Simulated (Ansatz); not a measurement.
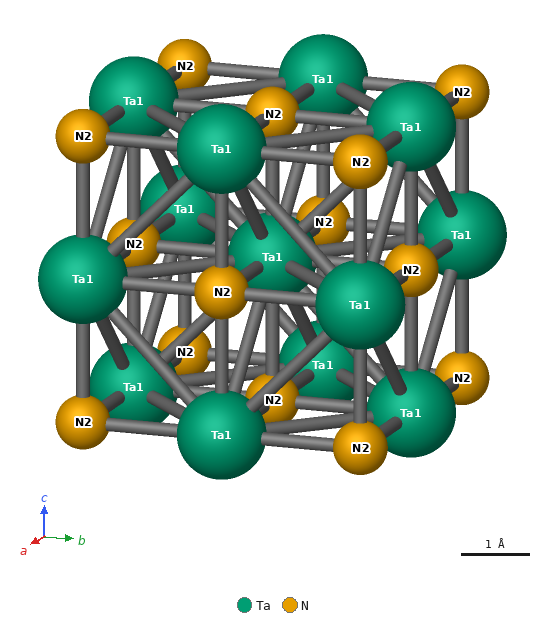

Figure 1. The input geometry of run A (ball-and-stick view of the cell 4 times as large as that of the calculation, set on its symmetry axes, seen slightly off an axis; atoms are numbered from 1 in the order of the input). An atom can appear more than once, as a periodic image. Near neighbours in the periodic cell (some may lie outside the picture): Ta has 6 N at 2.18 Å and 12 Ta at 3.08 Å; N has 6 Ta at 2.18 Å.

**What a change does: single-point calculation on TaN**

System: TaN (Fm-3m, 2 atoms in the cell).
Method of run A: DFT PBEsol+U, scalar-relativistic, plane waves, PAW, Ueff = 7 eV on Ta atom 1 d, spin-polarised (Ansatz 0.2.0).

The structure derives from an entry of the Crystallography Open Database. Text and figures count atoms from 1; the logs count them from 0 in places.

Input, run A:
```yaml
crystal:
  lattice:
    - [0.0, 2.17900131, 2.17900131]
    - [2.17900131, 0.0, 2.17900131]
    - [2.17900131, 2.17900131, 0.0]
  atoms:
    - { symbol: Ta, position: [0.5, 0.5, 0.5], spin: 2.0 }
    - { symbol: "N", position: [0.0, 0.0, 0.0] }
basis:
  ecutwfc: 420
  ecutrho_ratio: 4
kpoints:
  mp_grid: { grid: [7, 7, 7] }
hamiltonian:
  xc: pbesol
  hubbard:
    sites:
      - { site: 0, l: d, u_eff: 7.0, starting_ns: [{ spin: up, occupation_matrix: s0up }, { spin: down, occupation_matrix: s0down }] }
    double_counting: amf
    occupation_matrices:
      s0up:
        matrix:
          - [0.97, 0.0, 0.0, 0.0, 0.0]
          - [0.0, 0.02, 0.0, 0.0, 0.0]
          - [0.0, 0.0, 0.02, 0.0, 0.0]
          - [0.0, 0.0, 0.0, 0.97, 0.0]
          - [0.0, 0.0, 0.0, 0.0, 0.02]
      s0down:
        matrix:
          - [0.02, 0.0, 0.0, 0.0, 0.0]
          - [0.0, 0.02, 0.0, 0.0, 0.0]
          - [0.0, 0.0, 0.02, 0.0, 0.0]
          - [0.0, 0.0, 0.0, 0.02, 0.0]
          - [0.0, 0.0, 0.0, 0.0, 0.02]
    ns_hold: until_converged
scf:
  occupations: { method: gaussian, width: 0.05 }
  lower_state_search: "off"
  max_iter: 150
output:
  forces: true
  stress: true
  eigenvalues: true
  populations: true
  hubbard: { sites: [{ site: 0, l: d }] }
  write_density: true
  write_potential: true
  elf: true
  volumetric_format: npy
magnetization:
  spin_polarized: true
```

Launched with:
```bash
ansatz run input.yaml --threads 2 --pin off --max-ram 3072MiB --backend cpu --events-out ev --progress --plain --runs-dir out
```

Hardware: 2 threads of Arm Neoverse V2, 24 GiB of memory available, shared host.

Output, shortened to warnings, some set-up lines, iterations and results (run A):
```
WARN: hamiltonian.hubbard: on 1 of 2 specified blocks the occupation matrix of this SCF's result fails the test of the specified filling. At site 0 ↑ (sites count from 0 in the list of atoms of the cell that this SCF solves) the least filled combination of the orbitals specified full has occupation 0.295, and the fullest combination of the orbitals specified empty has occupation 0.420; the …
Basis set: ecut = 420 eV, 411 PW (Γ), exchange–correlation on 48×48×48 points (8 copies of the dense FFT grid, shifted against one another)
Symmetry: 48 space group operations
k-points: 20 of 343
Initial density: superposition of atomic densities (chi_scale 0.1, normalization cell, long waves kept (reshape's long-wave potential 0.00 eV rms))
[...]
SCF iter   1: F=—  HF=-10183.527281 eV  |F-HF|=—  |Δ(HF+E_count)|=         —  Δρ=8.69e-2 (↑8.54e-2 ↓8.69e-2)  dr2=4.16e-1  dr2_m=1.28e0  M=0.014 μB ∫|m|=0.675 μB  β_m=0.30  …
SCF iter   2: F=—  HF=-10183.734908 eV  |F-HF|=—  |Δ(HF+E_count)|=   2.08e-1  Δρ=6.18e-2 (↑5.98e-2 ↓6.18e-2)  dr2=1.11e-1  dr2_m=6.43e-1  M=0.002 μB ∫|m|=0.677 μB  β_m=0.30  …
SCF iter   3: F=—  HF=-10183.879703 eV  |F-HF|=—  |Δ(HF+E_count)|=   1.45e-1  Δρ=4.62e-2 (↑4.54e-2 ↓4.62e-2)  dr2=2.69e-2  dr2_m=3.84e-1  M=-0.151 μB ∫|m|=0.704 μB  β_m=0.30  …
SCF iter   4: F=—  HF=-10183.978157 eV  |F-HF|=—  |Δ(HF+E_count)|=   9.85e-2  Δρ=3.37e-2 (↑3.37e-2 ↓3.35e-2)  dr2=6.74e-4  dr2_m=2.14e-1  M=-0.222 μB ∫|m|=0.729 μB  β_m=0.30  …
SCF iter   5: F=—  HF=-10184.031722 eV  |F-HF|=—  |Δ(HF+E_count)|=   5.36e-2  Δρ=2.39e-2 (↑2.38e-2 ↓2.39e-2)  dr2=7.63e-5  dr2_m=1.08e-1  M=-0.230 μB ∫|m|=0.731 μB  β_m=0.30  …
[... 18 lines ...]
SCF iter  24: F=—  HF=-10187.228709 eV  |F-HF|=—  |Δ(HF+E_count)|=   5.02e-6  Δρ=9.37e-5 (↑9.37e-5 ↓6.80e-5)  dr2=1.12e-6  dr2_m=1.01e-6  M=-0.151 μB ∫|m|=0.152 μB  β_m=0.89  …
SCF iter  25: F=-10187.228710 eV  HF=-10187.228710 eV  |F-HF|=3.76e-9  |Δ(HF+E_count)|=   7.03e-7  Δρ=8.14e-6 (↑8.14e-6 ↓4.11e-6)  dr2=9.57e-9  dr2_m=5.80e-9  M=-0.151 μB …
SCF iter  26: F=-10187.228710 eV  HF=-10187.228710 eV  |F-HF|=3.89e-10  |Δ(HF+E_count)|=   1.18e-8  Δρ=1.23e-6 (↑1.23e-6 ↓5.57e-7)  dr2=1.98e-10  dr2_m=1.17e-10  M=-0.151 μB …
SCF iter  27: F=-10187.228710 eV  HF=-10187.228710 eV  |F-HF|=7.28e-12  |Δ(HF+E_count)|=  6.37e-10  Δρ=1.38e-7 (↑1.38e-7 ↓9.45e-8)  dr2=1.87e-12  dr2_m=2.27e-12  M=-0.151 μB …
SCF 1 converged in 27 iterations: F = -10187.228710 eV  dr2 = 1.87e-12
SCF converged after 27 iterations
Magnetization: -0.1513 μB (8.9243 up, 9.0757 down)
Absolute magnetization: 0.1520 μB (∫|ρ↑−ρ↓|, with the PAW one-centre terms)
Spin contamination: 0.0003 ħ² per cell (⟨S²⟩ above its minimum at these occupations)
Per-site moments (μB) at R_I (Å): [(-0.0675182515540599, 0.898838040375), (-0.01314128871293894, 0.898838040375)]
Free energy (F): -10187.228710 eV
Harris-Foulkes:  -10187.228710 eV  (|F-HF|=7.28e-12)
Internal energy: -10187.227704 eV  (E = F + TS)
E sigma→0 (E₀):  -10187.228207 eV
Entropy (-TS):   -0.001006 eV (-0.503 meV/atom)
Fermi energy:    21.852243 eV
--- Per-component energies (eV) ---
  E_band       = -36.735214
  E_kinetic    = 502.639920
  E_local      = -566.160150  (includes V_loc(G=0)·N_el)
  E_nonlocal   = 63.206994
  E_hartree    = 191.060767
  E_xc         = -278.757255
  E_vxc        = -282.810072  (∫ρ·V_xc dr)
  E_hubbard    = -0.196095  (on-site DFT+U / exact-exchange correction)
  E_vhub       = -0.392190  (the Hubbard potential's part of the band-sum identity)
  E_paw        = -8395.744340  (= ΣΔE_a)
  E_vpaw       = -135.341469  (= ΣTr[D̂ρ^β])
  E_aug_tail   = 0.000235  (compensation charges beyond the density's cutoff)
  E_ewald      = -1703.519524
  E_core_change = 0.241745  (= ΣΔE_core)
  E_smearing   = -0.001006  (= −TS)
  E_closure    = 0.000000  (closes the sum)
  Σ components = -10187.228710   (vs F -10187.228710, Δ=0.00e0)
DFT+U double counting: amf (around mean field; hamiltonian.hubbard.double_counting)
--- Specified on-site occupations, and those of the state reported ---
  electrons in the specified blocks: 2.1000 specified, 3.8335 found
  site 0 (l=d) ↑: largest change of an orbital's occupation 0.6752; electrons 2.0000 specified, 1.8488 found; spectral distance 0.9573
  site 0 (l=d) ↓: largest change of an orbital's occupation 0.4474; electrons 0.1000 specified, 1.9847 found; spectral distance 0.8647
--- Forces (eV/Å), atoms counted from 1 ---
  atom   1  Ta     0.00000000    -0.00000000    -0.00000000
  atom   2  N     -0.00000000     0.00000000     0.00000000
  max |Σ_I F_I| component: 2.08e-29 eV/Å
--- Stress (GPa, compression-positive) ---
        5.814334      -0.000000      -0.000000
        0.000000       5.814334       0.000000
        0.000000      -0.000000       5.814334
  P = ⅓ Tr σ = 5.8143 GPa (58.143 kbar)
Occupation matrices written to [file]
--- Löwdin populations: 2 sites ---
  site symbol       q [e]    m [muB]
     0     Ta     12.2273    -0.1376
     1      N      5.6954    -0.0112
  spilling = 0.004296 (of n_electrons = 18.000000)
--- Occupation matrices: 1 shell (run DFT+U table (all-electron-ortho-atomic); ε = 2.11e-4) ---
  Ta0 d_5D: site group Oh (m-3m)
[...]
```

For run B the input was changed thus:
```diff
-          - [0.97, 0.0, 0.0, 0.0, 0.0]
+          - [0.02, 0.0, 0.0, 0.0, 0.0]
-          - [0.0, 0.0, 0.02, 0.0, 0.0]
-          - [0.0, 0.0, 0.0, 0.97, 0.0]
-          - [0.0, 0.0, 0.0, 0.0, 0.02]
+          - [0.0, 0.0, 0.97, 0.0, 0.0]
+          - [0.0, 0.0, 0.0, 0.02, 0.0]
+          - [0.0, 0.0, 0.0, 0.0, 0.97]
-    ns_hold: until_converged
+    ns_hold: { iters: 10 }
```

What does this change do to the results?

Run B ends 1.5 meV per atom lower: the change has altered the solution reached or how tightly it is converged. The net moment of the cell goes from −0.15 to 0.03 μB. The irreducible k-points go from 20 to 40. On the same kind of shared host run B took about 1.7 times as long.

Output, shortened to warnings, some set-up lines, iterations and results (run B):
```
Warning: crystal.symmetry: narrowed to the stabiliser of the occupation matrices — unitary ops 48 → 16; lowered by the specified shell (site 0, l: d); largest admitted image defect 4.4e-16, smallest excluded 9.5e-1 — at a splitting's scale: the group the occupation matrices' own texture admits
WARN: hamiltonian.hubbard: on 1 of 2 specified blocks the occupation matrix of this SCF's result fails the test of the specified filling. At site 0 ↑ (sites count from 0 in the list of atoms of the cell that this SCF solves) the least filled combination of the orbitals specified full has occupation 0.466, and the fullest combination of the orbitals specified empty has occupation 0.414; the …
Basis set: ecut = 420 eV, 411 PW (Γ), exchange–correlation on 48×48×48 points (8 copies of the dense FFT grid, shifted against one another)
Symmetry: 16 space group operations
k-points: 40 of 343
Initial density: superposition of atomic densities (chi_scale 0.1, normalization cell, long waves kept (reshape's long-wave potential 0.00 eV rms))
[...]
SCF iter   1: F=—  HF=-10185.588925 eV  |F-HF|=—  |Δ(HF+E_count)|=         —  Δρ=8.42e-2 (↑8.42e-2 ↓6.85e-2)  dr2=8.57e-1  dr2_m=8.76e-1  M=1.093 μB ∫|m|=1.140 μB  β_m=0.30  …
SCF iter   2: F=—  HF=-10185.630523 eV  |F-HF|=—  |Δ(HF+E_count)|=   4.16e-2  Δρ=5.76e-2 (↑5.76e-2 ↓5.08e-2)  dr2=2.82e-1  dr2_m=4.59e-1  M=1.055 μB ∫|m|=1.128 μB  β_m=0.30  …
SCF iter   3: F=—  HF=-10185.676871 eV  |F-HF|=—  |Δ(HF+E_count)|=   4.63e-2  Δρ=3.79e-2 (↑3.69e-2 ↓3.79e-2)  dr2=3.13e-2  dr2_m=2.47e-1  M=0.979 μB ∫|m|=1.081 μB  β_m=0.30  …
SCF iter   4: F=—  HF=-10185.726340 eV  |F-HF|=—  |Δ(HF+E_count)|=   4.95e-2  Δρ=2.72e-2 (↑2.72e-2 ↓2.64e-2)  dr2=1.96e-3  dr2_m=1.36e-1  M=0.933 μB ∫|m|=1.064 μB  β_m=0.30  …
SCF iter   5: F=—  HF=-10185.754744 eV  |F-HF|=—  |Δ(HF+E_count)|=   2.84e-2  Δρ=1.96e-2 (↑1.94e-2 ↓1.96e-2)  dr2=5.04e-4  dr2_m=7.17e-2  M=0.919 μB ∫|m|=1.062 μB  β_m=0.30  …
[... 27 lines ...]
SCF iter  33: F=—  HF=-10187.231681 eV  |F-HF|=—  |Δ(HF+E_count)|=   1.24e-5  Δρ=7.49e-5 (↑7.49e-5 ↓1.07e-5)  dr2=6.17e-7  dr2_m=3.09e-7  M=0.032 μB ∫|m|=0.102 μB  β_m=0.89  …
SCF iter  34: F=—  HF=-10187.231685 eV  |F-HF|=—  |Δ(HF+E_count)|=   4.04e-6  Δρ=3.16e-5 (↑3.16e-5 ↓8.26e-6)  dr2=1.04e-7  dr2_m=5.97e-8  M=0.033 μB ∫|m|=0.103 μB  β_m=0.83  …
SCF iter  35: F=-10187.231686 eV  HF=-10187.231686 eV  |F-HF|=8.46e-10  |Δ(HF+E_count)|=   8.14e-7  Δρ=1.61e-6 (↑1.61e-6 ↓5.61e-7)  dr2=3.74e-10  dr2_m=1.25e-10  M=0.033 μB …
SCF iter  36: F=-10187.231686 eV  HF=-10187.231686 eV  |F-HF|=1.64e-11  |Δ(HF+E_count)|=   1.28e-9  Δρ=2.85e-7 (↑1.11e-7 ↓2.85e-7)  dr2=2.56e-11  dr2_m=3.72e-12  M=0.033 μB …
SCF 1 converged in 36 iterations: F = -10187.231686 eV  dr2 = 2.56e-11
SCF converged after 36 iterations
Magnetization: 0.0330 μB (9.0165 up, 8.9835 down)
Absolute magnetization: 0.1057 μB (∫|ρ↑−ρ↓|, with the PAW one-centre terms)
Spin contamination: 0.0610 ħ² per cell (⟨S²⟩ above its minimum at these occupations)
Per-site moments (μB) at R_I (Å): [(0.015254088310994684, 0.898838040375), (0.001975952445525543, 0.898838040375)]
Free energy (F): -10187.231686 eV
Harris-Foulkes:  -10187.231686 eV  (|F-HF|=1.64e-11)
Internal energy: -10187.230778 eV  (E = F + TS)
E sigma→0 (E₀):  -10187.231232 eV
Entropy (-TS):   -0.000908 eV (-0.454 meV/atom)
Fermi energy:    21.804073 eV
--- Per-component energies (eV) ---
  E_band       = -36.736330
  E_kinetic    = 502.651582
  E_local      = -566.176147  (includes V_loc(G=0)·N_el)
  E_nonlocal   = 63.207601
  E_hartree    = 191.069925
  E_xc         = -278.756499
  E_vxc        = -282.808805  (∫ρ·V_xc dr)
  E_hubbard    = -0.204034  (on-site DFT+U / exact-exchange correction)
  E_vhub       = -0.408067  (the Hubbard potential's part of the band-sum identity)
  E_paw        = -8395.745663  (= ΣΔE_a)
  E_vpaw       = -135.342615  (= ΣTr[D̂ρ^β])
  E_aug_tail   = 0.000235  (compensation charges beyond the density's cutoff)
  E_ewald      = -1703.519524
  E_core_change = 0.241745  (= ΣΔE_core)
  E_smearing   = -0.000908  (= −TS)
  E_closure    = 0.000000  (closes the sum)
  Σ components = -10187.231686   (vs F -10187.231686, Δ=0.00e0)
DFT+U double counting: amf (around mean field; hamiltonian.hubbard.double_counting)
--- Specified on-site occupations, and those of the state reported ---
  electrons in the specified blocks: 2.1000 specified, 3.8337 found
  site 0 (l=d) ↑: largest change of an orbital's occupation 0.5037; electrons 2.0000 specified, 1.9322 found; spectral distance 0.9008
  site 0 (l=d) ↓: largest change of an orbital's occupation 0.4544; electrons 0.1000 specified, 1.9015 found; spectral distance 0.8223
--- Forces (eV/Å), atoms counted from 1 ---
  atom   1  Ta     0.00000000     0.00000000    -0.00000000
  atom   2  N     -0.00000000    -0.00000000    -0.00000000
  max |Σ_I F_I| component: 2.68e-29 eV/Å
--- Stress (GPa, compression-positive) ---
        5.663152       0.000000       0.000000
       -0.000000       6.202741       0.000000
        0.000000       0.000000       5.663152
  P = ⅓ Tr σ = 5.8430 GPa (58.430 kbar)
Occupation matrices written to [file]
--- Löwdin populations: 2 sites ---
  site symbol       q [e]    m [muB]
     0     Ta     12.2271     0.0310
     1      N      5.6956     0.0014
  spilling = 0.004293 (of n_electrons = 18.000000)
--- Occupation matrices: 1 shell (run DFT+U table (all-electron-ortho-atomic); ε = 1.90e-4) ---
  Ta0 d_5D: site group Oh (m-3m)
[...]
```

The two runs side by side:

```tsv
quantity	run A	run B
outcome	converged	converged
free energy per atom (eV)	−5093.6144	−5093.6158
energy per atom, smearing taken to zero (eV)	−5093.6141	−5093.6156
gap on the mesh (eV)	0.00	0.00
net moment of the cell (μB)	−0.15	0.03
absolute moment of the cell (μB)	0.15	0.11
pressure (GPa)	5.81	5.84
largest force (eV/Å)	0.000	0.000
irreducible k-points	20	40
plane waves at Γ	411	411
SCF iterations	–	36
wall time (shared host)	2.1 s	3.5 s
```

For both runs: Spin–orbit coupling is left out, which matters for Ta. The cell is under a pressure of 5.8 GPa at this level, so it is not at its equilibrium volume. For run A: Warnings: the typed occupations were not kept. For run B: Warnings: the typed occupations were not kept; the occupation matrices lower the symmetry.
